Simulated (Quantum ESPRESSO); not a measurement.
```yaml
crystal:
  lattice:
    - [6.11800, 0.00000, 0.00000]
    - [0.00000, 0.00000, -6.11800]
    - [0.00000, 6.11800, 0.00000]
  atoms:
    - { symbol: Sb, position: [0.75000, 0.75000, 0.25000] }
    - { symbol: Sb, position: [0.25000, 0.75000, 0.75000] }
    - { symbol: Sb, position: [0.25000, 0.25000, 0.25000] }
    - { symbol: Sb, position: [0.75000, 0.25000, 0.75000] }
    - { symbol: Ga, position: [0.50000, 0.50000, 0.00000] }
    - { symbol: Ga, position: [0.00000, 0.50000, 0.50000] }
    - { symbol: Ga, position: [0.00000, 0.00000, 0.00000] }
    - { symbol: Ga, position: [0.50000, 0.00000, 0.50000] }
```

Space group F-43m.

All numbers below come from Kohn-Sham DFT of a periodic cell, PBEsol, GBRV 1.5 PBEsol in Quantum ESPRESSO.

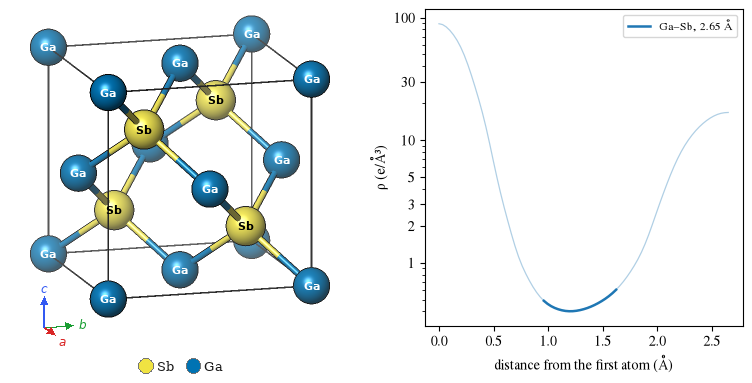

GaSb. Valence electron density along straight lines between neighbouring atoms. Thin, pale parts lie inside the atomic spheres. The structure is drawn too.

The density is the valence pseudo-density of a pseudopotential calculation; it isn't the true density close to the nuclei.

**What can be read from the curves?**

Ga–Sb (2.65 Å): the density is about 0.42 e/Å³ at the midpoint.
